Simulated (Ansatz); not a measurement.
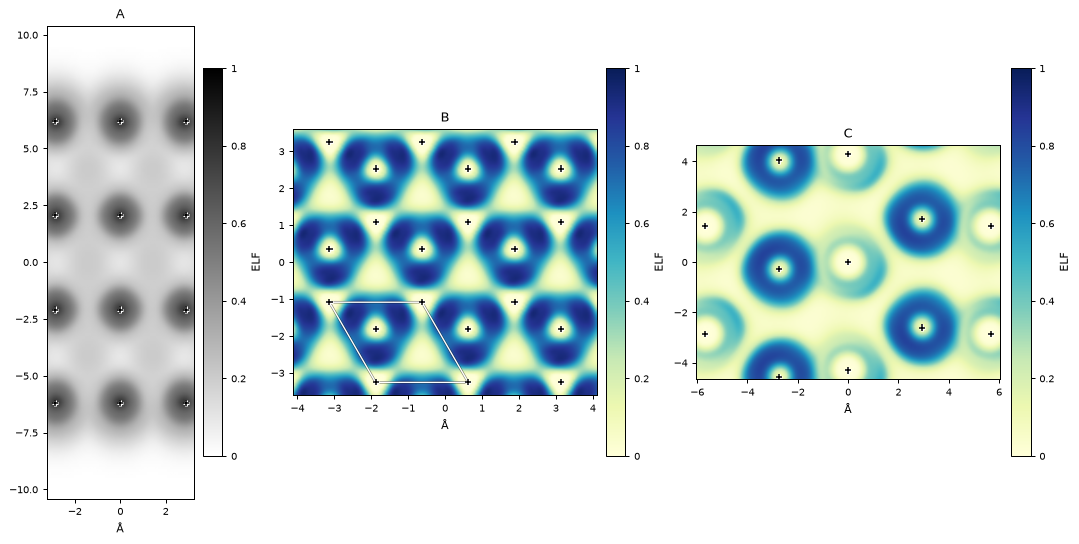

The ELF of 3 systems, each on a plane through atoms (crosses mark nuclei in the plane).

Level of theory: DFT PBE+D3(BJ), scalar-relativistic, plane waves, PAW (Ansatz 0.2.0).

System 1: SnSe, the (010) plane of the conventional cell. Space group Pnma; a generated structure, not necessarily the stable one.

System 2: Au (slab), the (110) plane of the calculation cell, a cut from vacuum to vacuum. 

```
Au
1.0
     4.08000    0.00000    0.00000
     0.00000    4.08000    0.00000
     0.00000    0.00000   28.24000
Au
14
Direct
  0.00000 0.00000 0.28329
  0.50000 0.50000 0.28329
  0.50000 0.00000 0.35552
  0.00000 0.50000 0.35552
  0.00000 0.00000 0.42908
  0.50000 0.50000 0.42908
  0.50000 0.00000 0.50247
  0.00000 0.50000 0.50247
  0.00000 0.00000 0.57580
  0.50000 0.50000 0.57580
  0.50000 0.00000 0.64915
  0.00000 0.50000 0.64915
  0.00000 0.00000 0.72253
  0.50000 0.50000 0.72253
```

System 3: BN, the (001) plane of the conventional cell. Space group P6₃/mmc; a generated structure, not necessarily the stable one.

```yaml
crystal:
  lattice:
    - [2.50652, 0.00000, 0.00000]
    - [-1.25326, 2.17071, 0.00000]
    - [0.00000, 0.00000, 6.61783]
  atoms:
    - { symbol: B, position: [0.33333, 0.66667, 0.25000] }
    - { symbol: N, position: [0.66667, 0.33333, 0.25000] }
    - { symbol: N, position: [0.33333, 0.66667, 0.75000] }
    - { symbol: B, position: [0.66667, 0.33333, 0.75000] }
```

Q: Match each panel to its system.

A: Panel A is system 2, Au: the plane holds Au. Au–Au (2.88 Å): the ELF is about 0.25 at the midpoint (no shared electron pair shows on this line). Panel B is system 3, BN: the plane holds B and N. B–N (1.45 Å): the ELF peaks at about 0.95 between the atoms (a shared but strongly polarised pair). Panel C is system 1, SnSe: the plane holds Sn and Se. Sn–Se (2.75 Å): the ELF is about 0.55 at the midpoint.
